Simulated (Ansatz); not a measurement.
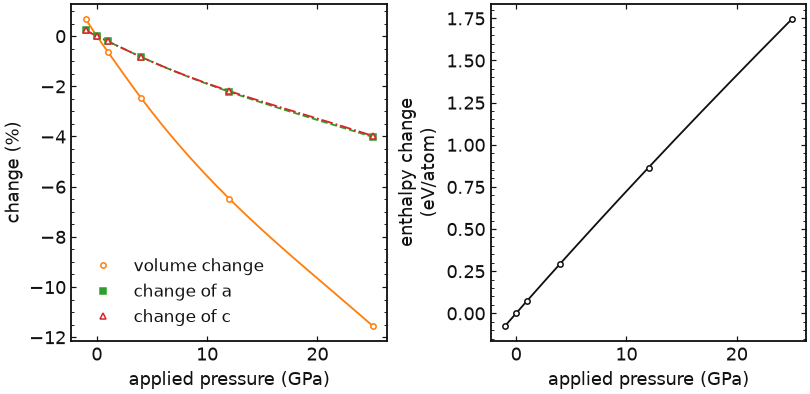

Plotted: volume change, change of a, change of c and enthalpy change against applied pressure for AlCu₃, space group P6_3/mmc (No. 194).

Starting cell:
```cif
data_structure
_symmetry_space_group_name_H-M 'P 1'
_symmetry_Int_Tables_number 1
_cell_length_a 5.1407
_cell_length_b 5.1407
_cell_length_c 4.1788
_cell_angle_alpha 90.000
_cell_angle_beta 90.000
_cell_angle_gamma 120.000
_cell_volume 95.64
loop_
_atom_site_label
_atom_site_type_symbol
_atom_site_fract_x
_atom_site_fract_y
_atom_site_fract_z
_atom_site_occupancy
Al1 Al 0.66667 0.33333 0.25000 1
Al2 Al 0.33333 0.66667 0.75000 1
Cu1 Cu 0.33060 0.16530 0.75000 1
Cu2 Cu 0.83470 0.16530 0.75000 1
Cu3 Cu 0.83470 0.66940 0.75000 1
Cu4 Cu 0.66940 0.83470 0.25000 1
Cu5 Cu 0.16530 0.83470 0.25000 1
Cu6 Cu 0.16530 0.33060 0.25000 1
```

Calculation (Ansatz 0.2.0): volume, enthalpy and cell of a crystal along a series of hydrostatic pressures at zero temperature, keeping its symmetry; changes are against the given cell; the k mesh follows the cell and the gap; plane waves with PAW datasets, Γ-centred k mesh; energies extrapolated to zero smearing. Level: PBEsol, no spin polarisation.

wave cutoff 420 eV; occupations Gaussian; k mesh at zero pressure 12×12×8; smearing width at zero pressure 0.1 eV.

The change of b equals the change of a.

Question: How does the volume change vary with applied pressure?

Answer: It falls from 0.68 % at applied pressure −1 GPa to −11.55 % at 25 GPa.

Question: Read off the course of the change of a.

Answer: It falls from 0.23 % at applied pressure −1 GPa to −4.02 % at 25 GPa.
